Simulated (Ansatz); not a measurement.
Geometry relaxation, with input and output: Al$_{3}$O$_{2}$ (part 1 of 2)

- system: Al$_{3}$O$_{2}$ (5 atoms in the cell)
- method: DFT r2SCAN, scalar-relativistic, plane waves, PAW, no spin polarisation (Ansatz 0.2.0)

The structure was built on a prototype by a generator; it need not be a known phase. It belongs to a series of runs on one base structure; here: anti-A-type sesquioxide type (P-3m1, No. 164).

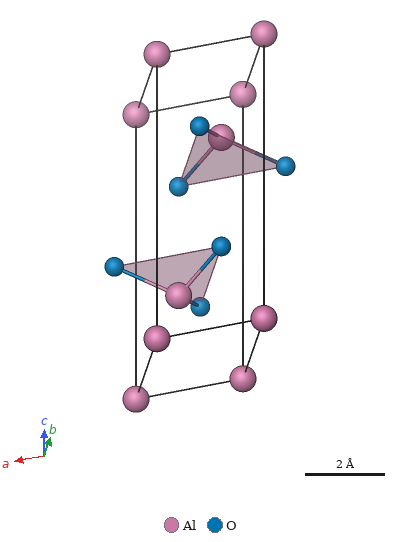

The structure as given in the input (polyhedral view of the cell of the calculation, seen at an oblique angle; polyhedra are completed across the faces of the cell).

**Summary**

| quantity | value |
| --- | --- |
| outcome | converged |
| space group (tolerance 0.01 Å) | P-3m1 (164) |
| electrons treated | 21 |
| free energy | −2762.8082 eV |
| Fermi energy | 7.960 eV |
| gap on the k-point mesh | none (metallic) |
| pressure | 0.02 GPa |
| final volume | 63.97 Å³ |
| largest force (length of the vector) at the end | 0.002 eV/Å |
| final cell | a = 2.906 Å, b = 2.906 Å, c = 8.748 Å, α = 90.00°, β = 90.00°, γ = 120.00° |
| hardware | 1 thread of Arm Neoverse V2, 128 GiB of memory available, shared host |
| wall time | 75 s |
| peak memory | 0.56 GiB |

The cell holds an odd number of electrons but the run has no spin polarisation, so it comes out as a metal.

**Input file**
```yaml
crystal:
  lattice:
    - [2.9041700164, 0.0, 0.0]
    - [-1.4520850082, 2.5150850111, 0.0]
    - [0.0, 0.0, 8.6741575661]
  atoms:
    - { symbol: Al, position: [0.0, 0.0, 0.0] }
    - { symbol: Al, position: [0.3333333333, 0.6666666667, 0.7306754223] }
    - { symbol: Al, position: [0.6666666667, 0.3333333333, 0.2693245777] }
    - { symbol: O, position: [0.3333333333, 0.6666666667, 0.3475631008] }
    - { symbol: O, position: [0.6666666667, 0.3333333333, 0.6524368992] }
basis:
  ecutwfc: 500
kpoints:
  mp_grid: { grid: [12, 12, 6] }
hamiltonian:
  xc: r2scan
scf:
  occupations: { method: gaussian, width: 0.1 }
output:
  forces: true
  stress: true
  eigenvalues: true
relax:
  adjacent_minimum: "off"
  f_tol: 0.01
  max_steps: 80
  cell: { stress_tol: 0.05 }
```

Launch command:
```bash
ansatz run input.yaml --threads 1 --pin off --max-ram 2560MiB --backend cpu --events-out ev --progress --plain --runs-dir out
```

**The program's output**
```
Engine: ansatz 0.2.0, aarch64-unknown-linux-gnu
Pseudopotentials: kind: paw
Pseudopotential: Al, paw, valence charge 3, recommended cutoff 500 eV (meta_gga), Al.paw.azcp
Pseudopotential: O, paw, valence charge 6, recommended cutoff 500 eV (meta_gga), O.paw.azcp
Functional definition: r2SCAN
  parameter k0 = 0.174
  parameter k1 = 0.065
  parameter a1 = 4.9479
  exchange = r2scan_x(k0 = k0, k1 = k1, a1 = a1)
  correlation = r2scan_c
Crystal: 5 atoms, lattice volume = 63.358 Å³
Basis set: ecut = 500 eV, 1567 PW (Γ), exchange–correlation on 96×96×256 points (64 copies of the dense FFT grid, shifted against one another)
Bands: 16, of which v1, the nominal top of the filled ones, is band 11 counted from 1 (10 counted from 0)
Symmetry: 12 space group operations
Space group: P-3m1 (ITA 164), of the structure as read, at distance tolerance 4.0e-5 Å
k-points: 100 of 864
Non-local potential: Al, projectors of the file, l = 0: 2, l = 1: 2, l = 2: 1
Non-local potential: O, projectors of the file, l = 0: 2, l = 1: 2, l = 2: 1
PAW form: soft (Blöchl's): semilocal exchange-correlation on the pseudo side does not see the compensation charge
PAW frozen core: Al, regenerated for the run's functional (the file was generated under x = pbe(κ = 0.804, μ = 0.2195149727645171), c = pbe(β = 0.06672455060314922))
PAW frozen core: O, regenerated for the run's functional (the file was generated under x = pbe(κ = 0.804, μ = 0.2195149727645171), c = pbe(β = 0.06672455060314922))
PAW one-centre angular grid: Al, 302 points (default); XC on 160 Gauss nodes
PAW one-centre angular grid: O, 302 points (default); XC on 160 Gauss nodes
Initial density: superposition of atomic densities (neutral atoms: chi_scale 0, normalization atom), corrected by the library's trained network
Initial wavefunctions: pseudopotential atomic-orbital guess
Functional: x = r2scan, c = r2scan; τ floored in thin density (d = 2e-4 eV/Å³)
SCF iter   1: F=—  HF=-2762.647248 eV  |F-HF|=—  |Δ(HF+E_count)|=         —  Δρ=6.35e-3  dr2=2.06e-2  dr2_τ=2.10e-1  ethr=1.77e-3  ⟨swp⟩=6.4  Hψ=10324  notcnv=0
preconditioner: auto → none  [metal: Δε(μ)=0.027 eV  Ē_g=11.016 eV  σ=0.100 eV  W_gap=0.15  n_scr=6 (ndim 8)  ℏωp=19.2 eV  f_vac=0.005  D(μ)=1.09/eV (n_scr^D=4)  sad-step TF]
SCF iter   2: F=—  HF=-2762.808618 eV  |F-HF|=—  |Δ(HF+E_count)|=   1.61e-1  Δρ=4.78e-3  dr2=1.37e-2  dr2_τ=2.66e-4  ethr=9.83e-5  ⟨swp⟩=2.0  Hψ=3892  notcnv=0  defer=108
SCF iter   3: F=—  HF=-2762.810627 eV  |F-HF|=—  |Δ(HF+E_count)|=   2.01e-3  Δρ=3.91e-3  dr2=1.67e-2  dr2_τ=7.65e-4  ethr=6.50e-5  ⟨swp⟩=2.2  Hψ=2890  notcnv=0  defer=108
SCF iter   4: F=—  HF=-2762.807089 eV  |F-HF|=—  |Δ(HF+E_count)|=   3.54e-3  Δρ=1.08e-3  dr2=7.52e-4  dr2_τ=3.19e-5  ethr=6.50e-5  ⟨swp⟩=1.6  Hψ=2370  notcnv=0  defer=108
SCF iter   5: F=—  HF=-2762.807126 eV  |F-HF|=—  |Δ(HF+E_count)|=   3.74e-5  Δρ=2.51e-4  dr2=7.78e-5  dr2_τ=2.39e-6  ethr=3.58e-6  ⟨swp⟩=2.2  Hψ=2591  notcnv=0  defer=108
SCF iter   6: F=—  HF=-2762.807121 eV  |F-HF|=—  |Δ(HF+E_count)|=   5.34e-6  Δρ=8.74e-5  dr2=3.28e-6  dr2_τ=4.05e-7  ethr=3.71e-7  ⟨swp⟩=2.2  Hψ=1775  notcnv=0  defer=108
SCF iter   7: F=—  HF=-2762.807122 eV  |F-HF|=—  |Δ(HF+E_count)|=   1.69e-6  Δρ=3.94e-5  dr2=1.29e-6  dr2_τ=5.63e-8  ethr=1.56e-8  ⟨swp⟩=2.0  Hψ=2434  notcnv=0  defer=108
SCF iter   8: F=-2762.807122 eV  HF=-2762.807122 eV  |F-HF|=5.34e-9  |Δ(HF+E_count)|=   1.19e-7  Δρ=5.04e-6  dr2=2.54e-8  dr2_τ=4.55e-10  ethr=4.76e-10  ⟨swp⟩=8.0  Hψ=8472  notcnv=0
SCF 1 converged in 8 iterations: F = -2762.807122 eV  dr2 = 2.54e-8
  greatest PAW one-centre occupation: 0.871 electrons in one spin orbital (limit 2), on the O atom at site 4 (counted from 0), in its partial waves of l = 0
relax step   1: F+E_penalty+E_count = -2762.80712223 eV  Δ(F+E_penalty+E_count) = +0.000e0 eV  max|allowed force component| = 2.843e-2 eV/Å  Δτ_max = 0.0000 Å  P = +0.299 GPa  Ω = 63.358 Å³  (8 SCF iters, dr2 threshold 1.00e-7 eV, accepted)
Crystal: 5 atoms, lattice volume = 64.094 Å³
Basis set: ecut = 500 eV, 1627 PW (Γ), exchange–correlation on 96×96×256 points (64 copies of the dense FFT grid, shifted against one another)
Initial density: handed on by an earlier stage of this run
Initial wavefunctions: those handed on with the density
iter 1 solved again at ethr=2.22e-5 eV; its pass at ethr=3.10e-3 eV (dr2=4.66e-3 eV) is discarded
SCF iter   1: F=—  HF=-2762.755936 eV  |F-HF|=—  |Δ(HF+E_count)|=         —  Δρ=3.59e-3  dr2=4.76e-3  dr2_τ=1.63e-1  ethr=2.22e-5  ⟨swp⟩=1.0  Hψ=10334  notcnv=0
preconditioner: auto → LDOS  [metal: Δε(μ)=0.023 eV  Ē_g=10.924 eV  σ=0.100 eV  W_gap=0.13  n_scr=6 (ndim 8)  ℏωp=19.1 eV  f_vac=0.011  D(μ)=1.17/eV (n_scr^D=4)  β→1.0]
SCF iter   2: F=—  HF=-2762.806976 eV  |F-HF|=—  |Δ(HF+E_count)|=   5.10e-2  Δρ=8.22e-4  dr2=3.67e-4  dr2_τ=2.57e-5  ethr=2.22e-5  ⟨swp⟩=2.0  Hψ=3179  notcnv=0
preconditioner: auto → none  [metal: Δε(μ)=0.002 eV  Ē_g=10.929 eV  σ=0.100 eV  W_gap=0.01  n_scr=6 (ndim 8)  ℏωp=19.1 eV  f_vac=0.008  D(μ)=1.20/eV (n_scr^D=4)  β→0.5]
SCF iter   3: F=—  HF=-2762.807026 eV  |F-HF|=—  |Δ(HF+E_count)|=   4.97e-5  Δρ=5.02e-4  dr2=1.37e-4  dr2_τ=1.53e-5  ethr=1.75e-6  ⟨swp⟩=2.0  Hψ=2627  notcnv=0
SCF iter   4: F=—  HF=-2762.806993 eV  |F-HF|=—  |Δ(HF+E_count)|=   3.24e-5  Δρ=1.33e-4  dr2=1.41e-5  dr2_τ=1.21e-6  ethr=6.51e-7  ⟨swp⟩=2.0  Hψ=2467  notcnv=0
SCF iter   5: F=—  HF=-2762.806995 eV  |F-HF|=—  |Δ(HF+E_count)|=   1.62e-6  Δρ=8.32e-5  dr2=9.10e-6  dr2_τ=3.25e-7  ethr=6.70e-8  ⟨swp⟩=2.0  Hψ=2378  notcnv=0
SCF iter   6: F=—  HF=-2762.806994 eV  |F-HF|=—  |Δ(HF+E_count)|=   9.12e-7  Δρ=3.82e-5  dr2=1.52e-6  dr2_τ=2.85e-8  ethr=4.34e-8  ⟨swp⟩=1.2  Hψ=1618  notcnv=0
SCF iter   7: F=-2762.806994 eV  HF=-2762.806994 eV  |F-HF|=2.19e-8  |Δ(HF+E_count)|=   2.17e-8  Δρ=1.03e-5  dr2=7.17e-8  dr2_τ=2.45e-9  ethr=1.70e-9  ⟨swp⟩=5.9  Hψ=7537  notcnv=0
SCF 2 converged in 7 iterations: F = -2762.806994 eV  dr2 = 7.17e-8
  greatest PAW one-centre occupation: 0.870 electrons in one spin orbital (limit 2), on the O atom at site 4 (counted from 0), in its partial waves of l = 0
relax step   2: F+E_penalty+E_count = -2762.80699415 eV  Δ(F+E_penalty+E_count) = +1.281e-4 eV  max|allowed force component| = 5.973e-2 eV/Å  Δτ_max = 0.0429 Å  P = +0.262 GPa  Ω = 64.094 Å³  energy of the carried Pulay correction = -1.853e-4 eV  (7 SCF iters, dr2 threshold 3.56e-7 eV, accepted)
Crystal: 5 atoms, lattice volume = 63.887 Å³
Basis set: ecut = 500 eV, 1603 PW (Γ), exchange–correlation on 96×96×256 points (64 copies of the dense FFT grid, shifted against one another)
iter 1 solved again at ethr=3.39e-6 eV; its pass at ethr=3.10e-3 eV (dr2=7.13e-4 eV) is discarded
SCF iter   1: F=—  HF=-2762.808843 eV  |F-HF|=—  |Δ(HF+E_count)|=         —  Δρ=1.36e-3  dr2=6.67e-4  dr2_τ=2.53e-2  ethr=3.39e-6  ⟨swp⟩=2.2  Hψ=10157  notcnv=0
preconditioner: auto → none  [metal: Δε(μ)=0.024 eV  Ē_g=10.937 eV  σ=0.100 eV  W_gap=0.13  n_scr=6 (ndim 8)  ℏωp=19.2 eV  f_vac=0.005  D(μ)=1.15/eV (n_scr^D=4)]
SCF iter   2: F=—  HF=-2762.807972 eV  |F-HF|=—  |Δ(HF+E_count)|=   8.71e-4  Δρ=8.37e-4  dr2=2.64e-4  dr2_τ=1.86e-5  ethr=3.17e-6  ⟨swp⟩=2.0  Hψ=3146  notcnv=0
SCF iter   3: F=—  HF=-2762.808048 eV  |F-HF|=—  |Δ(HF+E_count)|=   7.60e-5  Δρ=3.81e-4  dr2=1.24e-4  dr2_τ=6.95e-6  ethr=1.26e-6  ⟨swp⟩=2.9  Hψ=2421  notcnv=0
SCF iter   4: F=—  HF=-2762.808049 eV  |F-HF|=—  |Δ(HF+E_count)|=   1.12e-6  Δρ=2.18e-4  dr2=2.98e-5  dr2_τ=4.09e-6  ethr=5.92e-7  ⟨swp⟩=2.6  Hψ=2471  notcnv=0
SCF iter   5: F=—  HF=-2762.808044 eV  |F-HF|=—  |Δ(HF+E_count)|=   5.59e-6  Δρ=4.99e-5  dr2=1.15e-6  dr2_τ=5.83e-8  ethr=1.42e-7  ⟨swp⟩=2.7  Hψ=2584  notcnv=0
SCF iter   6: F=-2762.808044 eV  HF=-2762.808044 eV  |F-HF|=9.68e-8  |Δ(HF+E_count)|=   1.82e-8  Δρ=1.50e-5  dr2=2.14e-7  dr2_τ=2.04e-8  ethr=2.38e-9  ⟨swp⟩=6.8  Hψ=8464  notcnv=0
SCF 3 converged in 6 iterations: F = -2762.808044 eV  dr2 = 2.14e-7
relax step   3: F+E_penalty+E_count = -2762.80804362 eV  Δ(F+E_penalty+E_count) = -1.049e-3 eV  max|allowed force component| = 1.098e-2 eV/Å  Δτ_max = 0.0169 Å  P = +0.150 GPa  Ω = 63.887 Å³  energy of the carried Pulay correction = -1.333e-4 eV  (6 SCF iters, dr2 threshold 5.00e-7 eV, accepted)
Crystal: 5 atoms, lattice volume = 63.940 Å³
iter 1 solved again at ethr=5.30e-8 eV; its pass at ethr=3.10e-3 eV (dr2=1.11e-5 eV) is discarded
SCF iter   1: F=—  HF=-2762.808070 eV  |F-HF|=—  |Δ(HF+E_count)|=         —  Δρ=6.91e-5  dr2=1.36e-5  dr2_τ=2.75e-5  ethr=5.30e-8  ⟨swp⟩=2.0  Hψ=9782  notcnv=0
preconditioner: auto → none  [metal: Δε(μ)=0.024 eV  Ē_g=10.936 eV  σ=0.100 eV  W_gap=0.13  n_scr=6 (ndim 8)  ℏωp=19.1 eV  f_vac=0.006  D(μ)=1.13/eV (n_scr^D=4)]
SCF iter   2: F=—  HF=-2762.808078 eV  |F-HF|=—  |Δ(HF+E_count)|=   8.75e-6  Δρ=7.41e-5  dr2=8.66e-6  dr2_τ=1.64e-7  ethr=5.30e-8  ⟨swp⟩=2.0  Hψ=2596  notcnv=0
SCF iter   3: F=—  HF=-2762.808077 eV  |F-HF|=—  |Δ(HF+E_count)|=   1.62e-6  Δρ=3.40e-5  dr2=5.14e-7  dr2_τ=7.81e-8  ethr=4.12e-8  ⟨swp⟩=2.8  Hψ=2224  notcnv=0
SCF iter   4: F=-2762.808077 eV  HF=-2762.808077 eV  |F-HF|=5.02e-8  |Δ(HF+E_count)|=   8.51e-8  Δρ=1.58e-5  dr2=7.61e-8  dr2_τ=8.65e-9  ethr=6.86e-10  ⟨swp⟩=5.5  Hψ=7097  notcnv=0
SCF 4 converged in 4 iterations: F = -2762.808077 eV  dr2 = 7.61e-8
relax step   4: F+E_penalty+E_count = -2762.80807681 eV  Δ(F+E_penalty+E_count) = -3.318e-5 eV  max|allowed force component| = 5.290e-3 eV/Å  Δτ_max = 0.0005 Å  P = +0.080 GPa  Ω = 63.940 Å³  energy of the carried Pulay correction = -1.467e-4 eV  (4 SCF iters, dr2 threshold 1.44e-7 eV, accepted)
Crystal: 5 atoms, lattice volume = 63.974 Å³
iter 1 solved again at ethr=2.44e-8 eV; its pass at ethr=3.10e-3 eV (dr2=5.12e-6 eV) is discarded
SCF iter   1: F=—  HF=-2762.808075 eV  |F-HF|=—  |Δ(HF+E_count)|=         —  Δρ=5.11e-5  dr2=5.42e-6  dr2_τ=8.31e-6  ethr=2.44e-8  ⟨swp⟩=2.6  Hψ=9857  notcnv=0
preconditioner: auto → none  [metal: Δε(μ)=0.024 eV  Ē_g=10.933 eV  σ=0.100 eV  W_gap=0.13  n_scr=6 (ndim 8)  ℏωp=19.1 eV  f_vac=0.006  D(μ)=1.13/eV (n_scr^D=4)]
SCF iter   2: F=—  HF=-2762.808078 eV  |F-HF|=—  |Δ(HF+E_count)|=   2.81e-6  Δρ=4.49e-5  dr2=3.00e-6  dr2_τ=4.40e-8  ethr=2.44e-8  ⟨swp⟩=2.1  Hψ=2497  notcnv=0
SCF iter   3: F=—  HF=-2762.808077 eV  |F-HF|=—  |Δ(HF+E_count)|=   4.84e-7  Δρ=2.53e-5  dr2=3.03e-7  dr2_τ=4.38e-8  ethr=1.43e-8  ⟨swp⟩=2.8  Hψ=2256  notcnv=0
SCF iter   4: F=—  HF=-2762.808077 eV  |F-HF|=—  |Δ(HF+E_count)|=   1.91e-8  Δρ=1.09e-5  dr2=3.77e-8  dr2_τ=4.94e-9  ethr=1.44e-9  ⟨swp⟩=2.4  Hψ=2094  notcnv=0
SCF iter   5: F=-2762.808077 eV  HF=-2762.808077 eV  |F-HF|=8.47e-10  |Δ(HF+E_count)|=   2.34e-8  Δρ=1.62e-6  dr2=8.75e-10  dr2_τ=1.00e-10  ethr=7.92e-11  ⟨swp⟩=4.3  Hψ=5158  notcnv=0
SCF 5 converged in 5 iterations: F = -2762.808077 eV  dr2 = 8.75e-10
```
